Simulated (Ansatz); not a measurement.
## Electronic structure of Zn16HS16 (cell with a defect) in real space

Input file:

```
crystal:
  lattice:
    - [-5.4423087469, -5.4423087469, 5.4423087469]
    - [5.4423087469, 5.4423087469, 5.4423087469]
    - [-5.4423087469, 5.4423087469, -5.4423087469]
  atoms:
    - { symbol: Zn, position: [0.25, 0.5, 0.25], spin: 0.091 }
    - { symbol: Zn, position: [0.5, 0.5, 0.0] }
    - { symbol: Zn, position: [0.25, 0.75, 0.0], spin: 0.091 }
    - { symbol: Zn, position: [0.75, 0.5, 0.75], spin: 0.091 }
    - { symbol: Zn, position: [0.5, 0.75, 0.75] }
    - { symbol: Zn, position: [0.25, 0.0, 0.75] }
    - { symbol: Zn, position: [0.0, 0.5, 0.5] }
    - { symbol: Zn, position: [0.75, 0.75, 0.5] }
    - { symbol: Zn, position: [0.5, 0.0, 0.5] }
    - { symbol: Zn, position: [0.25, 0.25, 0.5] }
    - { symbol: Zn, position: [0.0, 0.75, 0.25], spin: 0.091 }
    - { symbol: Zn, position: [0.75, 0.0, 0.25] }
    - { symbol: Zn, position: [0.5, 0.25, 0.25] }
    - { symbol: Zn, position: [0.0, 0.0, 0.0] }
    - { symbol: Zn, position: [0.75, 0.25, 0.0], spin: 0.091 }
    - { symbol: Zn, position: [0.0, 0.25, 0.75], spin: 0.091 }
    - { symbol: S, position: [0.0, 0.25, 0.0], spin: 0.091 }
    - { symbol: S, position: [0.25, 0.25, 0.75] }
    - { symbol: S, position: [0.0, 0.5, 0.75], spin: 0.091 }
    - { symbol: S, position: [0.5, 0.25, 0.5] }
    - { symbol: S, position: [0.25, 0.5, 0.5] }
    - { symbol: S, position: [0.0, 0.75, 0.5] }
    - { symbol: S, position: [0.75, 0.25, 0.25] }
    - { symbol: S, position: [0.5, 0.5, 0.25] }
    - { symbol: S, position: [0.25, 0.75, 0.25], spin: 0.091 }
    - { symbol: S, position: [0.0, 0.0, 0.25] }
    - { symbol: S, position: [0.75, 0.5, 0.0], spin: 0.091 }
    - { symbol: S, position: [0.5, 0.75, 0.0] }
    - { symbol: S, position: [0.25, 0.0, 0.0] }
    - { symbol: S, position: [0.75, 0.75, 0.75] }
    - { symbol: S, position: [0.5, 0.0, 0.75] }
    - { symbol: S, position: [0.75, 0.0, 0.5] }
    - { symbol: H, position: [0.0, 0.5, 0.0], spin: 0.091 }
  host:
    lattice:
      - [0.0, 2.7211543734, 2.7211543734]
      - [2.7211543734, 0.0, 2.7211543734]
      - [2.7211543734, 2.7211543734, 0.0]
    atoms:
      - { symbol: Zn, position: [0.0, 0.0, 0.0] }
      - { symbol: S, position: [0.25, 0.25, 0.25] }
basis:
  ecutwfc: 420
  xc_grid: 2
kpoints:
  mp_grid: { grid: [2, 2, 2], shift: [0.5, 0.5, 0.5] }
hamiltonian:
  xc: pbe
scf:
  occupations: { method: gaussian, width: 0.01 }
output:
  forces: true
  stress: false
  eigenvalues: true
  populations: true
  charged_corrections:
    defect_position: [0.0, 0.5, 0.0]
    epsilon: [[9.3732, 0.0, 0.0], [0.0, 9.3732, 0.0], [0.0, 0.0, 9.3732]]
  write_density: true
  write_potential: true
  elf: true
  volumetric_format: npy
magnetization:
  spin_polarized: true
relax:
  adjacent_minimum: "off"
  f_tol: 0.025
  max_steps: 45
```

Launched as:

```sh
ansatz run input.yaml --threads 4 --pin off --max-ram 6144MiB --backend cpu --events-out ev --progress --plain --runs-dir out
```

The fields are those of the relaxed geometry.

Spin-polarised.

The calculation used DFT PBE, scalar-relativistic, plane waves, PAW (Ansatz 0.2.0).

The density is the valence pseudo-density of a PAW calculation; it isn't the true density close to the nuclei.

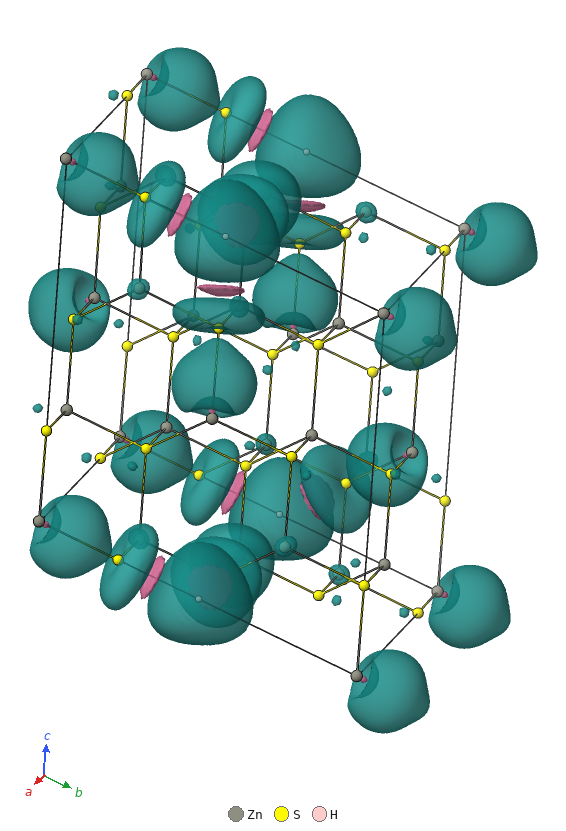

Figure 1. Isosurfaces of the spin density at +0.003 (teal) and −0.003 e/Å³ (pink), seen slightly off an axis. Sticks mark near contacts.

Describe the spin distribution.

The spin density sits on H: +0.6 μB in one cell of 33 atoms: with much of the spin spread outside that site. The cell of the calculation (33 atoms) carries 1.0 μB of net spin moment.

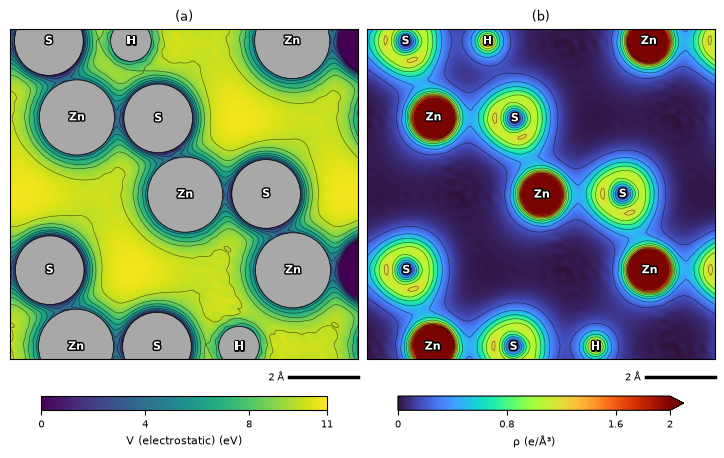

Figure 2. (a) electrostatic potential energy of an electron; (b) valence pseudo-density on the (001) plane of the calculation cell. Grey discs cover the atomic cores in the potential map.

Interpret the plot.

- Atoms in the plane: Zn, S and H.
- Zn–S (2.35 Å): ρ at the midpoint is about 0.5 e/Å³.
- S–H (2.38 Å): ρ at the midpoint is about 0.27 e/Å³.
- The density dies away to nearly zero in the voids.
- Outside the cores the potential energy rises away from the atoms and is highest about 2.3 Å from the nearest atoms; its zero is arbitrary.

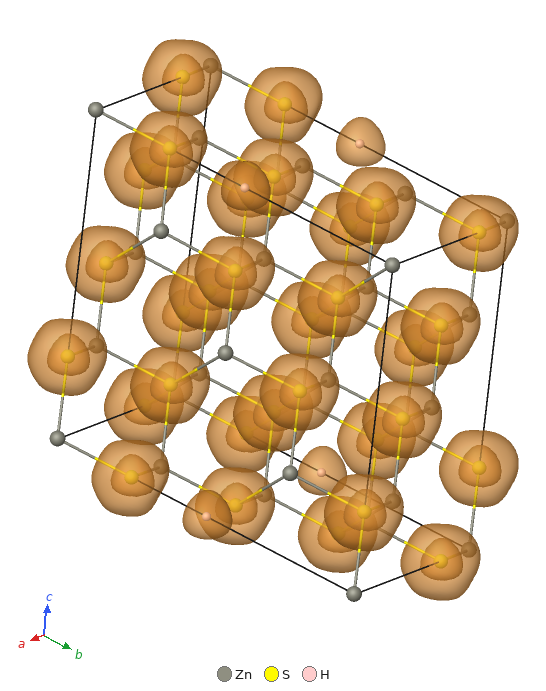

Figure 3. Isosurface of the ELF at 0.75 (orange), seen slightly off an axis. Core shells and regions of very low density are left out. Sticks mark near contacts.

What do the ELF domains correspond to?

The ELF exceeds this value in one region around a hydrogen nucleus and 16 regions wrapped around S (the valence shell of each), counted in one cell of 33 atoms. Regions shared between cells count once.


Zn–S (2.35 Å): the ELF peaks at about 0.90 in the valence shell of S, 0.9 Å from its nucleus, and is about 0.55 at the midpoint. S–H (2.38 Å): the ELF climbs to about 1 towards the hydrogen, as it does in any bond to H.

Metal or insulator at this level of theory?

It is gapped, with a Kohn–Sham gap of 1.5 eV on the k-point mesh (the band edges may lie off the mesh, which would make the gap smaller).
